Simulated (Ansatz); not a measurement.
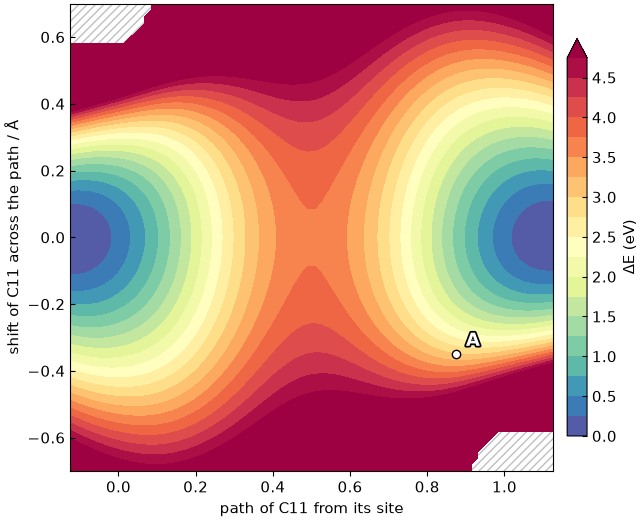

C (Fd-3m phase) with one C vacancy (15 atoms in the cell). An atom moved over a plane that holds its own site and a neighbouring vacancy (x along [2 −2 1] of the conventional cell). First axis: path of C11 from its site (0) to the vacancy (1), 1.547 Å. Second axis: shift of C11 across the path, along the Cartesian direction [−1 1 2]. Nothing is relaxed (all other atoms held at the sites of the perfect crystal). Grid: 11 × 9 points; 48 points were computed and 47 follow by symmetry. At 4 points there is no value (left out of the scan, as a rule where atoms come close). Points are written as (first, second). Energies are in eV per cell, from the lowest grid point. All numbers below come from Ansatz, DFT PBE, scalar-relativistic, plane waves, PAW. Settings: cutoff 420 eV, k-mesh 6×6×6, gaussian smearing 0.05 eV, no spin polarisation.

Drawn: filled contours, one colour for all values above the top of the scale, hatched blanks where no value was computed, the point A. Between grid points the surface is interpolated.

Q: Is A at rest? If not, where is it pushed?

A: A, at (0.875, −0.350 Å), is not a stationary point. The computed force is 1.7 eV for each unit of the axis towards larger values of the first coordinate and 12 eV for each Å towards larger values of the second coordinate.

PAW datasets: the set soft_1.
